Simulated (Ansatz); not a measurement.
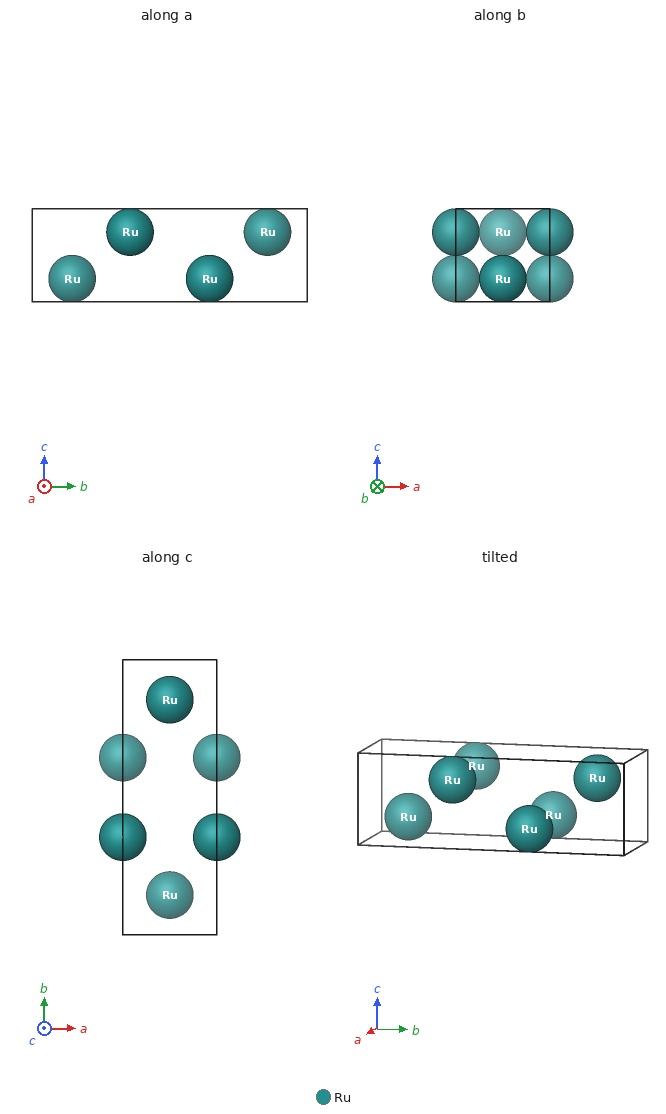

Spheres-only drawing of the structure, looking along the a axis, along the b axis, along the c axis and slightly off an axis. Thin lines show the conventional unit cell, with boundary atoms drawn in all their periodic places.

Lattice parameters: a = 2.640 Å, b = 7.724 Å, c = 2.616 Å, α = 90.00°, β = 90.00°, γ = 90.00°.

Convert the drawing into a table of Wyckoff sites, with free fractional coordinates to two decimals.

Space group Cmcm (No. 63).
| atom | site | x | y | z |
| --- | --- | --- | --- | --- |
| Ru | 4c | 0.00 | 0.36 | 0.75 |

Provenance: a structure type filled with this element by a generator (whether the element takes this form wasn't checked). Earlier steps of the study may have refined or changed the cell and positions. Ansatz was used for an electronic-structure calculation on it.

At this level of theory the cell isn't at rest (compressed, at 30 GPa), so its distances can differ from those at equilibrium, the more so the softer the solid.
